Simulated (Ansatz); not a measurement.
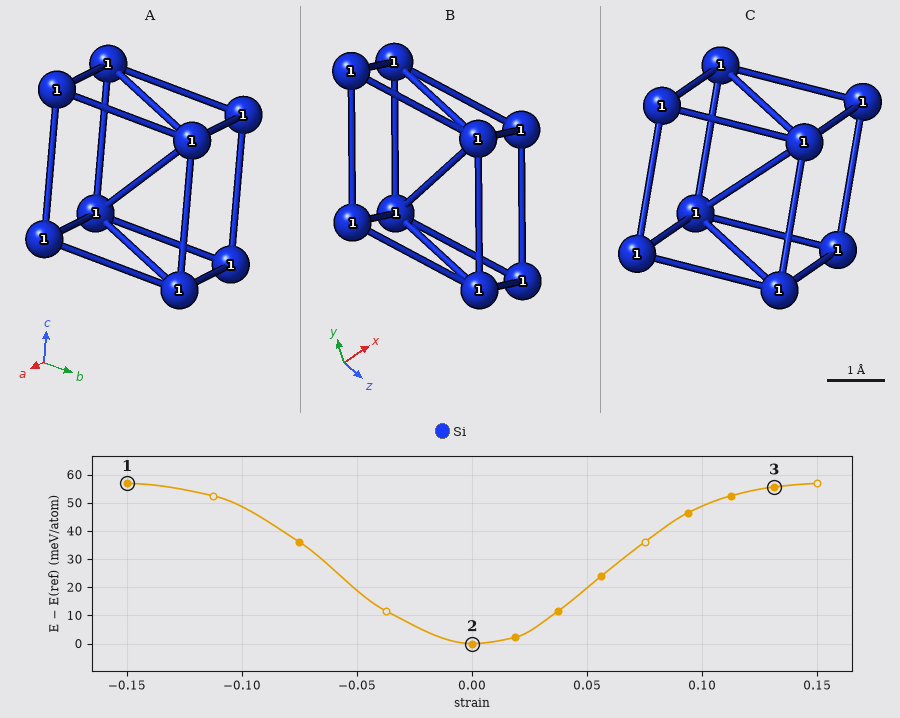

Energy scan for solid Si (I4/mmm), in which the cell is strained along x and oppositely along y, with the atoms kept at their fractional coordinates. x, y and z are the Cartesian axes of the input. The frames are shuffled; the numbered points of the plot belong to them. Hollow markers are points alike by symmetry, not computed again. A ball-and-stick model of the cell of the calculation, seen slightly off an axis.

These are results of DFT LDA, scalar-relativistic, plane waves, PAW (Ansatz), not measurements. Settings: plane-wave cutoff 420 eV; k-point mesh 22 × 22 × 22; occupations gaussian; smearing width 0.15 eV; no spin polarisation. Energies (free energies at the smearing named) are counted from the cell as listed in its source, which wasn't relaxed.

### Match the frames to the points.

Point 1 is frame B (the strain −0.15, 56.9 meV/atom); 2 is frame A (the strain 0.00, 0.0 meV/atom); 3 is frame C (the strain 0.1312, 55.6 meV/atom). Of the computed points the lowest is at the strain 0.00, 0.0 meV/atom. At the ends of the scan the energy is 56.9 meV/atom (−0.15) and 56.9 meV/atom (0.15). The distortion takes the space group from I4/mmm to Immm. At the strain −0.15 the cell of the drawing goes a 2.653 → 2.675 Å, b 2.653 → 2.675 Å, c 2.653 → 2.675 Å, α 104.3° → 117.7°, β 104.3° → 91.2°, γ 120.3° → 120.8°.
